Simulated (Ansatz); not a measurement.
**Run report: MnO, single-point calculation (part 2 of 2)**

MnO (P6₃mc, 8 atoms in the cell); DFT PBE+U+J, scalar-relativistic, plane waves, PAW, U = 2 eV, J = 0.7 eV on Mn atom 1 d; U = 2 eV, J = 0.7 eV on Mn atom 2 d; U = 2 eV, J = 0.7 eV on Mn atom 5 d; U = 2 eV, J = 0.7 eV on Mn atom 6 d, spin-polarised (Ansatz 0.2.0); cutoff 420 eV, 6×6×6 k-mesh, Gaussian smearing of 0.05 eV, collinear spins. The structure derives from an entry of the Crystallography Open Database. It belongs to a series of runs on one base structure; here: random orbitals: pairs, high filling.

Geometry of the input (Å; fractional positions):
```
3.3717  0.0000  0.0000
-1.6859  2.9200  5.3855
0.0000  0.0000  10.7710
Mn 0.3333  0.6667  0.6721
Mn 0.6667  0.3333  0.0888
O  0.3333  0.6667  0.8544
O  0.6667  0.3333  0.2711
Mn 0.3333  0.6667  0.1721
Mn 0.6667  0.3333  0.5888
O  0.3333  0.6667  0.3544
O  0.6667  0.3333  0.7711
```

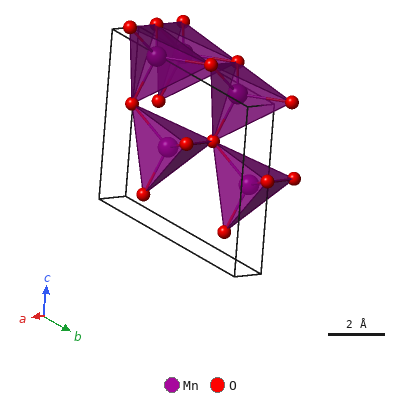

Fig. 1: The structure as given in the input (polyhedral view of the reduced cell, seen at an oblique angle; polyhedra are completed across the faces of the cell).

## Output, continued
```
E sigma→0 (E₀):  -17865.938583 eV
Entropy (-TS):   -0.000162 eV (-0.020 meV/atom)
Fermi energy:    10.134107 eV
--- Per-component energies (eV) ---
  E_band       = -1231.985999
  E_kinetic    = 1894.244870
  E_local      = -10433.397753  (includes V_loc(G=0)·N_el)
  E_nonlocal   = 1201.727821
  E_hartree    = 4210.742147
  E_xc         = -737.156063
  E_vxc        = -941.452367  (∫ρ·V_xc dr)
  E_hubbard    = -0.024016  (on-site DFT+U / exact-exchange correction)
  E_vhub       = -0.048035  (the Hubbard potential's part of the band-sum identity)
  E_paw        = -5857.736857  (= ΣΔE_a)
  E_vpaw       = -1374.560630  (= ΣTr[D̂ρ^β])
  E_aug_tail   = 0.009617  (compensation charges beyond the density's cutoff)
  E_ewald      = -8144.348269
  E_smearing   = -0.000162  (= −TS)
  E_closure    = 0.000000  (closes the sum)
  Σ components = -17865.938664   (vs F -17865.938664, Δ=0.00e0)
--- DFT+U+J on-site energies (Liechtenstein; amf double counting; per corrected site; eV) ---
  site 0 (l=d): U=2.0000  J=0.7000  Tr N=5.3833  E_int=17.457930  E_dc=17.464153  E_U=-0.006223
  site 1 (l=d): U=2.0000  J=0.7000  Tr N=5.3857  E_int=17.484994  E_dc=17.490779  E_U=-0.005785
  site 4 (l=d): U=2.0000  J=0.7000  Tr N=5.3833  E_int=17.457564  E_dc=17.463788  E_U=-0.006223
  site 5 (l=d): U=2.0000  J=0.7000  Tr N=5.3857  E_int=17.484602  E_dc=17.490387  E_U=-0.005785
--- Specified on-site occupations, and those of the state reported ---
  electrons in the specified blocks: 19.8000 specified, 21.5380 found
  site 0 (l=d) ↓: largest change of an orbital's occupation 0.1176; electrons 0.1000 specified, 0.5120 found; spectral distance 0.1945
  site 4 (l=d) ↑: largest change of an orbital's occupation 0.1175; electrons 0.1000 specified, 0.5120 found; spectral distance 0.1945
  site 1 (l=d) ↓: largest change of an orbital's occupation 0.1153; electrons 0.1000 specified, 0.5149 found; spectral distance 0.1953
  site 5 (l=d) ↑: largest change of an orbital's occupation 0.1153; electrons 0.1000 specified, 0.5148 found; spectral distance 0.1953
  site 0 (l=d) ↑: largest change of an orbital's occupation 0.0238; electrons 4.8500 specified, 4.8713 found; spectral distance 0.0384
  site 4 (l=d) ↓: largest change of an orbital's occupation 0.0238; electrons 4.8500 specified, 4.8713 found; spectral distance 0.0384
  site 1 (l=d) ↑: largest change of an orbital's occupation 0.0228; electrons 4.8500 specified, 4.8709 found; spectral distance 0.0362
  site 5 (l=d) ↓: largest change of an orbital's occupation 0.0228; electrons 4.8500 specified, 4.8709 found; spectral distance 0.0362
--- Forces (eV/Å), atoms counted from 1 ---
  atom   1  Mn    -0.00000000    -0.05530822    -0.76367834
  atom   2  Mn    -0.00000000    -0.36344245    -0.39546853
  atom   3  O      0.00000000     0.37688783     0.58381234
  atom   4  O      0.00000000     0.04189555     0.57534979
  atom   5  Mn    -0.00000000    -0.05530946    -0.76369172
  atom   6  Mn    -0.00000000    -0.36338398    -0.39541161
  atom   7  O      0.00000000     0.37682749     0.58377659
  atom   8  O      0.00000000     0.04183202     0.57529630
  max |Σ_I F_I| component: 1.52e-5 eV/Å
--- Stress (GPa, compression-positive) ---
       -2.534346      -0.000000      -0.000000
       -0.000000      -7.071526      -2.432342
       -0.000000      -2.432342       4.557555
  P = ⅓ Tr σ = -1.6828 GPa (-16.828 kbar)
--- Band table (eV; the first three rows and the last of 136) ---
  k-point 0 ↑: bands = ["-71.0453", "-71.0212", "-66.4170", "-66.3963", "-39.8274", "-39.8097", "-39.7962", "-39.7910", "-39.7885", "-39.7681", "-35.3142", "-35.2737", "-35.2658", "-35.2620", "-35.2489", "-35.2428", "-9.2283", "-8.7591", "-8.6961", "-8.6033", "3.6788", "3.7417", "3.9391", "4.6145", "4.7579", "4.8831", "5.0755", "5.1238", "5.2870", "5.4069", "5.4668", "5.6194", "7.8714", "7.9098", "8.2239", "8.3848", "8.5586", "9.0665", "9.1951", "9.3429", "9.8140", "9.9960", "10.1746", "11.8908", "12.0068", "12.0761", "12.3644", "12.5328", "12.5680", "12.9600", "13.0323", "13.4826", "13.6082", "14.9695", "15.4388", "15.5950", "17.0008", "17.6267", "17.7799", "22.0038", "22.1606", "22.3390", "22.5724"]
  k-point 1 ↑: bands = ["-71.0453", "-71.0212", "-66.4170", "-66.3963", "-39.8273", "-39.8085", "-39.7962", "-39.7918", "-39.7885", "-39.7686", "-35.3133", "-35.2736", "-35.2657", "-35.2620", "-35.2500", "-35.2427", "-9.1941", "-8.7704", "-8.7133", "-8.6115", "3.7057", "3.8025", "3.9870", "4.5622", "4.7597", "4.8435", "5.0637", "5.0857", "5.2487", "5.4110", "5.4219", "5.6234", "7.8846", "7.8894", "8.1266", "8.3365", "8.7001", "9.0545", "9.1622", "9.3517", "9.9297", "9.9894", "10.3398", "11.8285", "12.0081", "12.1199", "12.4529", "12.5452", "12.5680", "12.9729", "12.9911", "13.4426", "13.5790", "14.7080", "15.2809", "15.6240", "17.1356", "17.7682", "18.3356", "21.5003", "22.0670", "22.3100", "22.3167"]
  k-point 2 ↑: bands = ["-71.0453", "-71.0212", "-66.4170", "-66.3963", "-39.8272", "-39.8056", "-39.7964", "-39.7938", "-39.7883", "-39.7695", "-35.3115", "-35.2734", "-35.2653", "-35.2621", "-35.2523", "-35.2426", "-9.1022", "-8.8370", "-8.7320", "-8.6235", "3.7959", "3.9513", "4.0861", "4.3596", "4.7630", "4.8085", "5.0166", "5.0426", "5.1521", "5.3153", "5.4516", "5.6280", "7.8294", "7.9473", "8.0237", "8.2213", "8.8615", "9.0811", "9.1398", "9.3667", "9.8008", "9.9763", "11.1394", "11.7692", "12.0601", "12.2227", "12.4840", "12.4999", "12.6874", "12.8459", "13.0652", "13.3321", "13.5084", "13.7585", "15.3307", "15.6699", "17.7154", "18.3208", "19.0779", "20.5368", "21.0404", "22.2633", "22.3426"]
  k-point 67 ↓: bands = ["-71.0443", "-71.0203", "-66.4161", "-66.3955", "-39.8254", "-39.8121", "-39.8092", "-39.7984", "-39.7921", "-39.7683", "-35.3108", "-35.2839", "-35.2717", "-35.2673", "-35.2561", "-35.2525", "-8.8030", "-8.7086", "-8.6791", "-8.5460", "3.9111", "3.9705", "4.2177", "4.4338", "4.6943", "4.7606", "4.8610", "5.0083", "5.1275", "5.2710", "5.4350", "5.6220", "7.9200", "8.0708", "8.1268", "8.2532", "8.2841", "8.4572", "8.7020", "9.0379", "9.1153", "9.5644", "11.7805", "11.9334", "12.0938", "12.1708", "12.2786", "12.4247", "12.5136", "12.6131", "12.8604", "13.1679", "14.9108", "15.4494", "16.0894", "17.3316", "17.9236", "18.0266", "18.3709", "18.7665", "19.8081", "20.0738", "20.2406"]
Occupation matrices written to [file]
--- Löwdin populations: 8 sites ---
  site symbol       q [e]    m [muB]
     0     Mn     13.8549     4.3689
     1     Mn     13.8567     4.3659
     2      O      7.0011     0.1545
     3      O      6.9889     0.0112
     4     Mn     13.8549    -4.3689
     5     Mn     13.8567    -4.3659
     6      O      7.0011    -0.1544
     7      O      6.9889    -0.0112
  spilling = 0.007104 (of n_electrons = 84.000000)
--- Occupation matrices: 4 shells (run DFT+U table (all-electron-ortho-atomic); ε = 2.79e-3) ---
  Mn0 d_3D: site group C3v (3m); on the run's cell Cs (m)
  Mn0 d_3D up     Tr n = 4.8713  λ = 0.953 0.959 0.973 0.992 0.994  [z2 0.99 (T2 1.00) A1(0.99)/A'(1.00) | x2-y2 0.62 (T2 1.00) E(0.99)/A'(1.00) | xy 0.77 (T2 0.99) E(1.00)/A''(1.00) | 2× xz 0.39 (E 0.99) E(1.00)/A'(0.50)]
  Mn0 d_3D dn     Tr n = 0.5120  λ = 0.067 0.072 0.114 0.121 0.138  [yz 0.60 (E 1.00) E(1.00)/A'(1.00) | xz 0.68 (E 1.00) E(1.00)/A''(1.00) | xy 0.68 (T2 1.00) E(1.00)/A''(1.00) | x2-y2 0.38 (T2 1.00) E(0.63)/A'(1.00) | z2 0.63 (T2 1.00) A1(0.63)/A'(1.00)]
  specified occupation → Mn0 d_3D up: matrix, ‖Δ‖_F = 0.0384, Tr Δ = -0.0213, displaced = 0.0385, d_λ = 0.0384; orbital distance = 0.0000
  specified occupation → Mn0 d_3D dn: matrix, ‖Δ‖_F = 0.1945, Tr Δ = -0.4120, displaced = 0.2060, d_λ = 0.1945; orbital distance = 0.0000
  Mn1 d_3D: site group C3v (3m); on the run's cell Cs (m)
  Mn1 d_3D up     Tr n = 4.8709  λ = 0.953 0.964 0.971 0.991 0.993  [z2 0.83 (T2 1.00) A1(0.83)/A'(1.00) | x2-y2 0.52 (T2 1.00) E(0.83)/A'(1.00) | xy 0.60 (T2 1.00) E(1.00)/A''(1.00) | 2× yz 0.32 (E 1.00) E(1.00)/A'(0.50)]
  Mn1 d_3D dn     Tr n = 0.5149  λ = 0.067 0.074 0.114 0.124 0.135  [yz 0.58 (E 0.99) E(1.00)/A'(1.00) | xy 0.50 (E 0.97) E(1.00)/A''(1.00) | xz 0.50 (T2 0.97) E(1.00)/A''(1.00) | z2 0.50 (T2 0.99) A1(0.50)/A'(1.00) | z2 0.50 (T2 1.00) E(0.50)/A'(1.00)]
  specified occupation → Mn1 d_3D up: matrix, ‖Δ‖_F = 0.0362, Tr Δ = -0.0209, displaced = 0.0340, d_λ = 0.0362; orbital distance = 0.0000
  specified occupation → Mn1 d_3D dn: matrix, ‖Δ‖_F = 0.1953, Tr Δ = -0.4149, displaced = 0.2074, d_λ = 0.1953; orbital distance = 0.0000
  Mn4 d_3D: site group C3v (3m); on the run's cell Cs (m)
  Mn4 d_3D up     Tr n = 0.5120  λ = 0.067 0.072 0.114 0.121 0.138  [yz 0.60 (E 1.00) E(1.00)/A'(1.00) | xz 0.68 (E 1.00) E(1.00)/A''(1.00) | xy 0.68 (T2 1.00) E(1.00)/A''(1.00) | x2-y2 0.38 (T2 1.00) E(0.63)/A'(1.00) | z2 0.63 (T2 1.00) A1(0.63)/A'(1.00)]
  Mn4 d_3D dn     Tr n = 4.8713  λ = 0.953 0.959 0.973 0.992 0.994  [z2 0.99 (T2 1.00) A1(0.99)/A'(1.00) | x2-y2 0.62 (T2 1.00) E(0.99)/A'(1.00) | xy 0.77 (T2 0.99) E(1.00)/A''(1.00) | 2× xz 0.39 (E 0.99) E(1.00)/A'(0.50)]
  specified occupation → Mn4 d_3D up: matrix, ‖Δ‖_F = 0.1945, Tr Δ = -0.4120, displaced = 0.2060, d_λ = 0.1945; orbital distance = 0.0000
  specified occupation → Mn4 d_3D dn: matrix, ‖Δ‖_F = 0.0384, Tr Δ = -0.0213, displaced = 0.0385, d_λ = 0.0384; orbital distance = 0.0000
  Mn5 d_3D: site group C3v (3m); on the run's cell Cs (m)
  Mn5 d_3D up     Tr n = 0.5148  λ = 0.067 0.074 0.114 0.124 0.135  [yz 0.58 (E 0.99) E(1.00)/A'(1.00) | xy 0.50 (E 0.97) E(1.00)/A''(1.00) | xz 0.50 (T2 0.97) E(1.00)/A''(1.00) | z2 0.50 (T2 0.99) A1(0.50)/A'(1.00) | z2 0.50 (T2 1.00) E(0.50)/A'(1.00)]
  Mn5 d_3D dn     Tr n = 4.8709  λ = 0.953 0.964 0.971 0.991 0.993  [z2 0.83 (T2 1.00) A1(0.83)/A'(1.00) | x2-y2 0.52 (T2 1.00) E(0.83)/A'(1.00) | xy 0.60 (T2 1.00) E(1.00)/A''(1.00) | 2× yz 0.32 (E 1.00) E(1.00)/A'(0.50)]
  specified occupation → Mn5 d_3D up: matrix, ‖Δ‖_F = 0.1953, Tr Δ = -0.4148, displaced = 0.2074, d_λ = 0.1953; orbital distance = 0.0000
  specified occupation → Mn5 d_3D dn: matrix, ‖Δ‖_F = 0.0362, Tr Δ = -0.0209, displaced = 0.0340, d_λ = 0.0362; orbital distance = 0.0000
  Tr n, λ and their labels are of the run-group-symmetrised matrices; stabiliser: 4 of 16 elements of G0×{1,Θ} (closed), max defect 1.6e-5 at τ = 5.9e-4
```

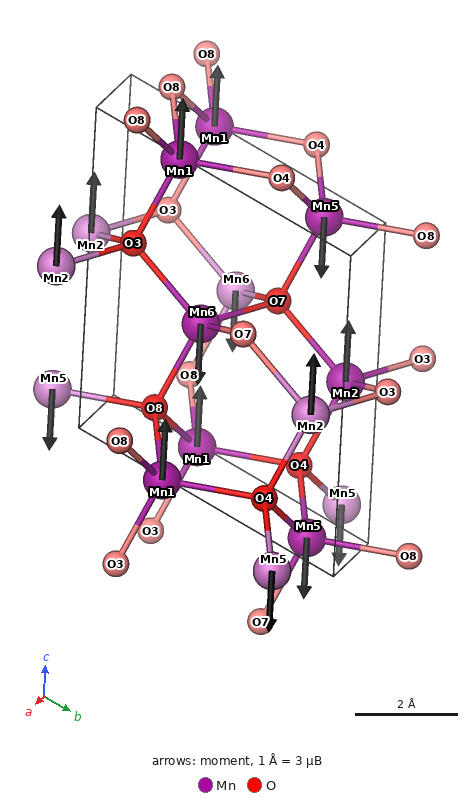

Fig. 2: Magnetic moments of the sites as black arrows (ball-and-stick view of the reduced cell, seen slightly off an axis; neighbours outside the cell are drawn fainter; atoms are numbered from 1 in the order of the input); small moments hardly show. The run is collinear, so the axis drawn is arbitrary. Site moments: Mn1 (3.68 μB); Mn5 (−3.68 μB); Mn2 (3.67 μB); Mn6 (−3.67 μB); O3 (0.10 μB); O7 (−0.10 μB). They are counted near the atoms and needn't add up to the moment of the cell.

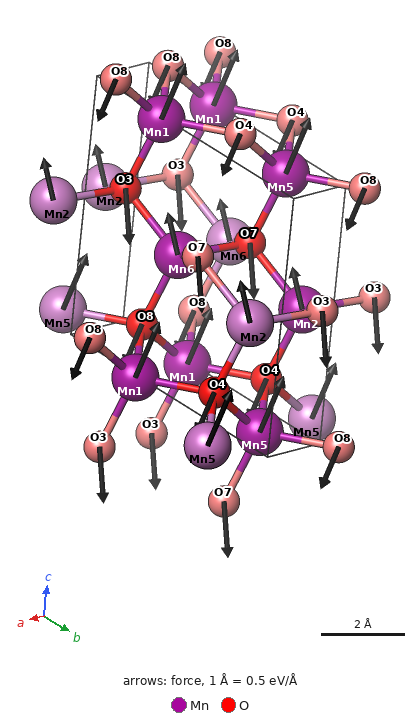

Fig. 3: Forces on the atoms as black arrows (ball-and-stick view of the reduced cell, seen slightly off an axis; neighbours outside the cell are drawn fainter; atoms are numbered from 1 in the order of the input). The largest act on Mn1, Mn5 (0.77 eV/Å); O3, O7 (0.69 eV/Å); O4, O8 (0.58 eV/Å); Mn2, Mn6 (0.54 eV/Å). The geometry is not a stationary point of this energy.

## Key numbers

| quantity | value |
| --- | --- |
| outcome | converged |
| space group (tolerance 0.01 Å) | P6₃mc (186) |
| electrons treated | 84 |
| free energy | −17865.9387 eV |
| Fermi energy | 10.134 eV |
| gap on the k-point mesh | 0.10 eV |
| net moment of the cell | 0.00 μB |
| integrated absolute moment | 18.05 μB |
| pressure | −1.68 GPa |
| largest force (length of the vector) | 0.766 eV/Å |
| hardware | 4 threads of Intel Xeon (Sapphire Rapids), 16 GiB of memory available, shared host |
| wall time | 37 s (CPU time 2.5 min) |
| peak memory | 1.1 GiB |
